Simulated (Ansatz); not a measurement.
Geometry relaxation, with input and output: Ga8As7 (part 2 of 2)

Ga8As7 (15 atoms in the cell); DFT PBE, scalar-relativistic, plane waves, PAW, no spin polarisation (Ansatz 0.2.0); cutoff 420 eV, 3×3×3 k-mesh, Gaussian smearing of 0.1 eV. The structure was built on a prototype by a generator; it need not be a known phase. It belongs to a series of runs on one base structure; here: 1 of 8 As atoms taken out at random, relaxed further on a centred mesh.

Geometry of the input (Å; fractional positions):
```
-5.6497  -5.6925  -0.0092
0.0078  -5.6910  5.6483
-5.7194  0.0789  5.7193
Ga 0.9800  0.9806  0.4804
Ga 0.4291  0.0408  0.5115
Ga 0.0401  0.4299  0.5116
Ga 0.5112  0.5122  0.5045
Ga 0.9817  0.9826  0.0523
Ga 0.5155  0.9973  0.9928
Ga 0.9962  0.5164  0.9930
Ga 0.5126  0.5138  0.9730
As 0.1336  0.1345  0.1166
As 0.6154  0.1377  0.1272
As 0.1367  0.6162  0.1273
As 0.6239  0.6248  0.1286
As 0.6148  0.1343  0.6213
As 0.1334  0.6153  0.6216
As 0.6479  0.6482  0.6058
```

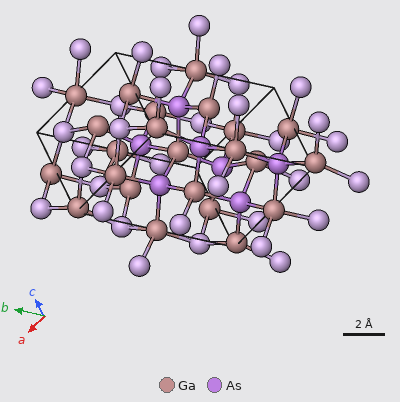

Figure 1. The geometry at step 4 of the log (ball-and-stick view of the reduced cell, seen at an oblique angle; neighbours outside the cell are drawn fainter).

## Output, continued
```
--- Per-component energies (eV) ---
  E_band       = -2471.024764
  E_kinetic    = 1638.405186
  E_local      = -31057.267067  (includes V_loc(G=0)·N_el)
  E_nonlocal   = -1301.487618
  E_hartree    = 15458.735958
  E_xc         = -1102.613429
  E_vxc        = -1011.829713  (∫ρ·V_xc dr)
  E_paw        = -28751.483223  (= ΣΔE_a)
  E_vpaw       = -1656.319253  (= ΣTr[D̂ρ^β])
  E_aug_tail   = -0.000880  (compensation charges beyond the density's cutoff)
  E_ewald      = -19144.287378
  E_smearing   = -0.004981  (= −TS)
  E_closure    = -0.000000  (closes the sum)
  Σ components = -64260.003432   (vs F -64260.003432, Δ=0.00e0)
--- Forces (eV/Å), atoms counted from 1 ---
  atom   1  Ga    -0.00697946     0.03867185     0.00686670
  atom   2  Ga    -0.01537107    -0.00408544    -0.01142012
  atom   3  Ga     0.01123842    -0.00383010     0.01504549
  atom   4  Ga    -0.01938685     0.00054734     0.01919653
  atom   5  Ga    -0.00141897     0.01796486     0.00183254
  atom   6  Ga    -0.00034562    -0.01058745    -0.00652592
  atom   7  Ga     0.00657585    -0.00909726     0.00054455
  atom   8  Ga     0.00834693    -0.00551080    -0.00844428
  atom   9  As     0.00360234    -0.03171523    -0.00359635
  atom  10  As    -0.00456446     0.00011001    -0.00927997
  atom  11  As     0.00906432    -0.00035632     0.00450581
  atom  12  As     0.00248346     0.00728715    -0.00262134
  atom  13  As    -0.00221226    -0.00799795    -0.00303156
  atom  14  As     0.00332141    -0.00848282     0.00210988
  atom  15  As     0.00564491     0.01708321    -0.00518081
  max |Σ_I F_I| component: 1.15e-6 eV/Å
--- Stress (GPa, compression-positive) ---
        0.001463      -0.007397       0.017832
       -0.007397       0.013992       0.007029
        0.017832       0.007029       0.001300
  P = ⅓ Tr σ = 0.0056 GPa (0.056 kbar)
--- Band table (eV; the first three rows and the last of 14) ---
  k-point 0: bands = ["-28.3631", "-28.3589", "-28.3350", "-28.3192", "-28.3139", "-28.1895", "-28.1890", "-28.1854", "-28.1848", "-28.1765", "-28.1762", "-28.1725", "-28.1722", "-28.1707", "-28.1696", "-28.1666", "-28.1655", "-28.1445", "-28.1440", "-28.1404", "-28.1400", "-28.1386", "-28.1383", "-28.1346", "-28.1343", "-28.0835", "-28.0804", "-28.0754", "-28.0715", "-28.0712", "-27.9902", "-27.9824", "-27.9680", "-27.9657", "-27.9527", "-8.0184", "-8.0009", "-7.9896", "-7.9676", "-7.9642", "-7.9386", "-7.9095", "-7.9083", "-7.9010", "-7.8930", "-7.8356", "-7.8102", "-7.7857", "-7.7833", "-7.7791", "-7.7542", "-7.7266", "-7.7191", "-7.7174", "-7.7101", "-7.6966", "-7.6785", "-7.6764", "-7.6684", "-7.6537", "-7.6286", "-7.6079", "-7.6051", "-7.5987", "-7.5955", "-7.5029", "-7.5007", "-7.4917", "-7.4539", "-7.4533", "-7.4504", "-7.4463", "-7.4368", "-7.4193", "-7.4159", "-5.3183", "-3.8862", "-3.8250", "-3.7569", "-3.4360", "-3.1397", "-3.0874", "0.1931", "0.4162", "0.4278", "0.5371", "0.9759", "0.9828", "1.2339", "4.0135", "4.4108", "4.4923", "4.6144", "4.8628", "4.8915", "4.9043", "5.9042", "5.9212", "5.9801", "6.0221", "6.0747", "6.6341", "6.6859", "6.6907", "7.4323", "7.8712", "7.9387", "7.9567", "8.3733", "8.5300", "8.5395", "8.6391", "8.7139", "8.7227", "10.0634", "10.2892", "10.5143", "10.8508", "10.9234", "11.0321", "11.5908", "11.6403", "11.7035", "11.7819", "12.0350", "12.1591"]
  k-point 1: bands = ["-28.3631", "-28.3589", "-28.3350", "-28.3192", "-28.3139", "-28.1895", "-28.1890", "-28.1854", "-28.1848", "-28.1765", "-28.1762", "-28.1725", "-28.1722", "-28.1707", "-28.1696", "-28.1666", "-28.1655", "-28.1445", "-28.1440", "-28.1405", "-28.1400", "-28.1386", "-28.1383", "-28.1346", "-28.1343", "-28.0835", "-28.0804", "-28.0754", "-28.0715", "-28.0712", "-27.9902", "-27.9824", "-27.9680", "-27.9657", "-27.9527", "-8.0167", "-8.0001", "-7.9889", "-7.9677", "-7.9625", "-7.9396", "-7.9103", "-7.9075", "-7.8995", "-7.8930", "-7.8328", "-7.8134", "-7.7853", "-7.7827", "-7.7775", "-7.7548", "-7.7267", "-7.7185", "-7.7171", "-7.7099", "-7.6938", "-7.6791", "-7.6744", "-7.6705", "-7.6577", "-7.6306", "-7.6071", "-7.6035", "-7.6011", "-7.5972", "-7.5037", "-7.5018", "-7.4931", "-7.4539", "-7.4532", "-7.4508", "-7.4463", "-7.4371", "-7.4198", "-7.4160", "-5.0673", "-4.2741", "-3.7351", "-3.6436", "-3.5322", "-3.3378", "-3.2945", "0.3780", "0.6964", "0.7247", "0.8073", "1.2500", "1.5113", "1.7411", "3.6017", "3.9636", "4.0228", "4.2878", "4.5253", "4.6604", "4.8743", "4.9094", "4.9660", "5.2770", "5.5597", "5.9076", "5.9665", "6.4015", "6.4495", "7.5799", "8.3219", "8.6708", "8.7525", "8.8618", "9.0526", "9.0888", "9.1547", "9.6123", "9.8223", "10.3493", "10.6384", "10.9062", "11.2724", "11.4520", "11.4737", "11.5734", "11.6842", "11.8397", "11.9772", "12.3866", "12.8088"]
  k-point 2: bands = ["-28.3631", "-28.3589", "-28.3350", "-28.3192", "-28.3139", "-28.1894", "-28.1891", "-28.1853", "-28.1849", "-28.1765", "-28.1762", "-28.1725", "-28.1722", "-28.1705", "-28.1698", "-28.1664", "-28.1657", "-28.1444", "-28.1441", "-28.1404", "-28.1401", "-28.1385", "-28.1383", "-28.1345", "-28.1343", "-28.0835", "-28.0804", "-28.0754", "-28.0715", "-28.0712", "-27.9902", "-27.9824", "-27.9680", "-27.9657", "-27.9527", "-8.0170", "-8.0002", "-7.9890", "-7.9661", "-7.9626", "-7.9385", "-7.9093", "-7.9070", "-7.9002", "-7.8928", "-7.8312", "-7.8082", "-7.7888", "-7.7870", "-7.7765", "-7.7576", "-7.7244", "-7.7189", "-7.7171", "-7.7121", "-7.6945", "-7.6811", "-7.6789", "-7.6708", "-7.6529", "-7.6294", "-7.6081", "-7.6055", "-7.5991", "-7.5953", "-7.4997", "-7.4940", "-7.4937", "-7.4622", "-7.4524", "-7.4504", "-7.4476", "-7.4359", "-7.4217", "-7.4172", "-5.0315", "-4.2885", "-3.7506", "-3.7030", "-3.4984", "-3.3853", "-3.2721", "0.3771", "0.7611", "0.7852", "0.8770", "1.2877", "1.3696", "1.8511", "3.6535", "3.9128", "4.0012", "4.2839", "4.4292", "4.5835", "4.7525", "5.0644", "5.0961", "5.3760", "5.4596", "5.7440", "5.8277", "6.4295", "6.5477", "7.0843", "8.3144", "8.4973", "8.7531", "8.8589", "9.0486", "9.1149", "9.5165", "9.8402", "9.8776", "10.3924", "10.6831", "10.9071", "11.4070", "11.4345", "11.5169", "11.5968", "11.7705", "12.0322", "12.1423", "12.6583", "12.7884"]
  k-point 13: bands = ["-28.3631", "-28.3589", "-28.3350", "-28.3192", "-28.3139", "-28.1894", "-28.1891", "-28.1853", "-28.1849", "-28.1765", "-28.1762", "-28.1725", "-28.1723", "-28.1705", "-28.1698", "-28.1664", "-28.1657", "-28.1444", "-28.1441", "-28.1404", "-28.1401", "-28.1385", "-28.1383", "-28.1345", "-28.1343", "-28.0835", "-28.0804", "-28.0754", "-28.0715", "-28.0712", "-27.9902", "-27.9824", "-27.9680", "-27.9657", "-27.9527", "-8.0159", "-7.9993", "-7.9886", "-7.9665", "-7.9614", "-7.9396", "-7.9098", "-7.9064", "-7.8992", "-7.8931", "-7.8292", "-7.8106", "-7.7886", "-7.7850", "-7.7762", "-7.7580", "-7.7245", "-7.7187", "-7.7165", "-7.7120", "-7.6925", "-7.6820", "-7.6767", "-7.6710", "-7.6564", "-7.6311", "-7.6074", "-7.6040", "-7.6012", "-7.5969", "-7.5005", "-7.4952", "-7.4941", "-7.4619", "-7.4524", "-7.4507", "-7.4478", "-7.4361", "-7.4219", "-7.4173", "-4.6721", "-4.4064", "-4.2000", "-3.7491", "-3.5771", "-3.3242", "-3.2295", "0.4274", "0.7971", "0.9907", "1.1453", "1.7107", "1.9600", "2.5689", "2.9213", "3.3013", "3.6138", "3.8919", "4.1139", "4.4691", "4.7733", "4.8719", "5.0205", "5.0873", "5.2168", "5.3406", "5.6182", "6.0315", "6.3046", "6.9844", "8.0673", "8.8752", "9.2581", "9.4389", "9.7308", "10.2541", "10.4212", "10.5177", "10.5675", "10.7053", "10.8635", "11.1694", "11.3606", "11.4444", "11.5268", "11.8444", "12.2484", "12.3286", "12.4627", "12.5940", "12.7833"]
--- Relaxed structure (5 steps of the walk, 5 accepted, 1 SCFs on fresh bases) ---
  F+E_penalty+E_count = -64260.00343198 eV   max|allowed force component| = 3.867e-2 eV/Å   (the final SCF, on the basis selected at the relaxed cell)
  cell:  # Å, volume = 372.5280 Å³
    - [-5.7118941171126565, -5.708788671160582, 0.05206985334768609]
    - [-0.052077702472169654, -5.7087683082790805, 5.711903614040077]
    - [-5.764758435431951, 2.2933287346642295e-5, 5.764776980197632]
  atoms:
    - { symbol: Ga, position: [0.9862270668128142, 0.987096739153789, 0.48471089819531055] }
    - { symbol: Ga, position: [0.4403676389053461, 0.03381406861536018, 0.5126875102950845] }
    - { symbol: Ga, position: [0.03295706275014271, 0.44122801700844616, 0.512697529021782] }
    - { symbol: Ga, position: [0.5100259593330689, 0.5108657383501652, 0.5012055912737232] }
    - { symbol: Ga, position: [0.9857105554902461, 0.9865561864205595, 0.04178447051903145] }
    - { symbol: Ga, position: [0.5125102955293426, 0.998376884531552, 0.9944252996785583] }
    - { symbol: Ga, position: [0.9975646524692501, 0.5133955577871145, 0.9943875053372807] }
    - { symbol: Ga, position: [0.5102258283873841, 0.5110662697932867, 0.9768013177438856] }
    - { symbol: As, position: [0.13169824589588988, 0.13256859010084276, 0.11736016676565264] }
    - { symbol: As, position: [0.6158927542750965, 0.13412843773894717, 0.12723782062203437] }
    - { symbol: As, position: [0.13328761864296418, 0.6167404168033664, 0.12724903463715687] }
    - { symbol: As, position: [0.6238437106723831, 0.6246644043854515, 0.12548493725054743] }
    - { symbol: As, position: [0.6161945661065865, 0.13375673783700331, 0.6224184596252413] }
    - { symbol: As, position: [0.13291700035176202, 0.617059255290306, 0.6224010615520756] }
    - { symbol: As, position: [0.6426195466777258, 0.6434625317838084, 0.6065638509826364] }
```

## Trajectory as extended XYZ (Å, eV, eV/Å), 6 frames, from step=1 to step=6
```
15
Lattice="-5.6497 -5.6925 -0.0092 0.0078 -5.6910 5.6483 -5.7194 0.0789 5.7193" Properties=species:S:1:pos:R:3:forces:R:3 step=1 energy=-64259.96138 pressure_GPa=0.14
Ga   -8.2768  -11.1217    8.2774   -0.0341  -0.1429   0.0379
Ga   -5.3493   -2.6345    3.1518   -0.0748  -0.0313  -0.0806
Ga   -3.1487   -2.6340    5.3534    0.0752  -0.0273   0.0670
Ga   -5.7696   -5.7853    5.7736   -0.0121  -0.0186   0.0051
Ga   -5.8378  -11.1763    5.8403    0.0173  -0.0222  -0.0119
Ga   -8.5825   -8.5319   11.3066    0.0152   0.0021  -0.0050
Ga  -11.3035   -8.5313    8.5867    0.0018   0.0007  -0.0167
Ga   -8.4574   -5.7655    8.4625   -0.0034  -0.0173  -0.0002
As   -1.4206   -1.5171    1.4255   -0.0178   0.0356   0.0130
As   -4.2028   -4.2767    1.4995    0.0150   0.0629  -0.0027
As   -1.4955   -4.2749    4.2077    0.0024   0.0579  -0.0212
As   -4.2557   -7.0973    4.2592    0.0021  -0.0012   0.0051
As   -7.0259   -4.2147    4.3062    0.0369   0.0159   0.1137
As   -4.3041   -4.2124    7.0293   -0.1133   0.0088  -0.0337
As   -7.1201   -7.3293    7.1198    0.0896   0.0772  -0.0699
15
Lattice="-5.7306 -5.7360 0.0876 -0.0865 -5.7371 5.7318 -5.7883 -0.0308 5.7884" Properties=species:S:1:pos:R:3:forces:R:3 step=2 energy=-64259.98934 pressure_GPa=-0.05
Ga   -8.5094  -11.2851    8.5160    0.0063  -0.0662  -0.0073
Ga   -5.4757   -2.7480    3.2299    0.0181   0.0307  -0.0272
Ga   -3.2246   -2.7486    5.4812    0.0290   0.0281  -0.0163
Ga   -5.8895   -5.8959    5.8950    0.0685   0.0670  -0.0655
Ga   -6.0076  -11.2788    6.0146    0.0498  -0.0500  -0.0508
Ga   -8.7947   -8.7019   11.5184    0.0907   0.0461  -0.0250
Ga  -11.5121   -8.7004    8.8014    0.0266   0.0427  -0.0897
Ga   -8.6176   -5.9130    8.6234    0.0561   0.0675  -0.0533
As   -1.4349   -1.5202    1.4399   -0.0670   0.0170   0.0669
As   -4.2606   -4.3062    1.5527   -0.0596  -0.0159   0.0942
As   -1.5468   -4.3069    4.2667   -0.0955  -0.0134   0.0590
As   -4.3526   -7.1506    4.3597   -0.0535  -0.0483   0.0504
As   -7.1353   -4.3205    4.4393   -0.0379  -0.0018  -0.0394
As   -4.4340   -4.3209    7.1414    0.0395   0.0005   0.0369
As   -7.2431   -7.4197    7.2500   -0.0710  -0.1041   0.0671
15
Lattice="-5.7130 -5.7167 0.0588 -0.0587 -5.7169 5.7133 -5.7702 -0.0025 5.7703" Properties=species:S:1:pos:R:3:forces:R:3 step=3 energy=-64259.99905 pressure_GPa=-0.02
Ga   -8.4586  -11.2410    8.4635   -0.0145  -0.0462   0.0147
Ga   -5.4505   -2.7109    3.2013   -0.0139  -0.0037  -0.0208
Ga   -3.1965   -2.7111    5.4557    0.0209  -0.0042   0.0141
Ga   -5.8536   -5.8550    5.8586    0.0296   0.0256  -0.0294
Ga   -5.9580  -11.2436    5.9633    0.0256  -0.0310  -0.0255
Ga   -8.7333   -8.6429   11.4645    0.0305   0.0083  -0.0019
Ga  -11.4594   -8.6422    8.7388    0.0023   0.0069  -0.0307
Ga   -8.5728   -5.8604    8.5781    0.0075   0.0279  -0.0075
As   -1.4356   -1.5166    1.4403   -0.0178   0.0043   0.0177
As   -4.2517   -4.2905    1.5383   -0.0094   0.0048   0.0314
As   -1.5332   -4.2905    4.2568   -0.0316   0.0054   0.0092
As   -4.3266   -7.1287    4.3321   -0.0123  -0.0104   0.0116
As   -7.1122   -4.2894    4.3998    0.0024   0.0116   0.0035
As   -4.3953   -4.2893    7.1174   -0.0032   0.0121  -0.0025
As   -7.2097   -7.3850    7.2149   -0.0162  -0.0115   0.0161
15
Lattice="-5.7139 -5.7153 0.0519 -0.0517 -5.7155 5.7141 -5.7687 0.0023 5.7688" Properties=species:S:1:pos:R:3:forces:R:3 step=4 energy=-64260.00009 pressure_GPa=-0.04
Ga   -8.4713  -11.2554    8.4761   -0.0148  -0.0499   0.0150
Ga   -5.4607   -2.7135    3.1772    0.0142   0.0201   0.0123
Ga   -3.1724   -2.7137    5.4658   -0.0122   0.0196  -0.0139
Ga   -5.8447   -5.8409    5.8496    0.0245   0.0278  -0.0243
Ga   -5.9600  -11.2354    5.9653    0.0400  -0.0434  -0.0399
Ga   -8.7195   -8.6347   11.4576    0.0276   0.0058  -0.0017
Ga  -11.4525   -8.6339    8.7251    0.0021   0.0042  -0.0279
Ga   -8.5722   -5.8515    8.5775    0.0128   0.0295  -0.0129
As   -1.4391   -1.5143    1.4439   -0.0132  -0.0100   0.0132
As   -4.2509   -4.2888    1.5299    0.0070  -0.0049   0.0302
As   -1.5248   -4.2888    4.2561   -0.0304  -0.0041  -0.0072
As   -4.3234   -7.1282    4.3290   -0.0073  -0.0129   0.0066
As   -7.1118   -4.2859    4.3864   -0.0088   0.0090   0.0197
As   -4.3819   -4.2857    7.1170   -0.0192   0.0097   0.0086
As   -7.2026   -7.3686    7.2077   -0.0222  -0.0004   0.0221
15
Lattice="-5.7119 -5.7088 0.0521 -0.0521 -5.7088 5.7119 -5.7648 0.0000 5.7648" Properties=species:S:1:pos:R:3:forces:R:3 step=5 energy=-64260.00311 pressure_GPa=0.01
Ga   -8.4789  -11.2653    8.4838   -0.0070   0.0387   0.0069
Ga   -5.4726   -2.7070    3.1716   -0.0154  -0.0041  -0.0114
Ga   -3.1668   -2.7070    5.4776    0.0112  -0.0038   0.0150
Ga   -5.8291   -5.8280    5.8339   -0.0194   0.0006   0.0192
Ga   -5.9225  -11.2592    5.9273   -0.0014   0.0180   0.0018
Ga   -8.7120   -8.6253   11.4620   -0.0003  -0.0106  -0.0065
Ga  -11.4571   -8.6257    8.7168    0.0066  -0.0091   0.0005
Ga   -8.5720   -5.8303    8.5768    0.0084  -0.0055  -0.0085
As   -1.4357   -1.5086    1.4406    0.0036  -0.0317  -0.0036
As   -4.2584   -4.2817    1.5317   -0.0046   0.0001  -0.0093
As   -1.5270   -4.2817    4.2633    0.0091  -0.0004   0.0045
As   -4.3193   -7.1275    4.3239    0.0025   0.0073  -0.0026
As   -7.1147   -4.2813    4.3842   -0.0022  -0.0080  -0.0030
As   -4.3793   -4.2814    7.1195    0.0033  -0.0085   0.0021
As   -7.2008   -7.3419    7.2056    0.0056   0.0171  -0.0052
15
Lattice="-5.7119 -5.7088 0.0521 -0.0521 -5.7088 5.7119 -5.7648 0.0000 5.7648" Properties=species:S:1:pos:R:3:forces:R:3 step=6 energy=-64260.00343 pressure_GPa=0.01
Ga   -8.4789  -11.2653    8.4838   -0.0070   0.0387   0.0069
Ga   -5.4726   -2.7070    3.1716   -0.0154  -0.0041  -0.0114
Ga   -3.1668   -2.7070    5.4776    0.0112  -0.0038   0.0150
Ga   -5.8291   -5.8280    5.8339   -0.0194   0.0005   0.0192
Ga   -5.9225  -11.2592    5.9273   -0.0014   0.0180   0.0018
Ga   -8.7120   -8.6253   11.4620   -0.0003  -0.0106  -0.0065
Ga  -11.4571   -8.6257    8.7168    0.0066  -0.0091   0.0005
Ga   -8.5720   -5.8303    8.5768    0.0083  -0.0055  -0.0084
As   -1.4357   -1.5086    1.4406    0.0036  -0.0317  -0.0036
As   -4.2584   -4.2817    1.5317   -0.0046   0.0001  -0.0093
As   -1.5270   -4.2817    4.2633    0.0091  -0.0004   0.0045
As   -4.3193   -7.1275    4.3239    0.0025   0.0073  -0.0026
As   -7.1147   -4.2813    4.3842   -0.0022  -0.0080  -0.0030
As   -4.3793   -4.2814    7.1195    0.0033  -0.0085   0.0021
As   -7.2008   -7.3419    7.2056    0.0056   0.0171  -0.0052
```
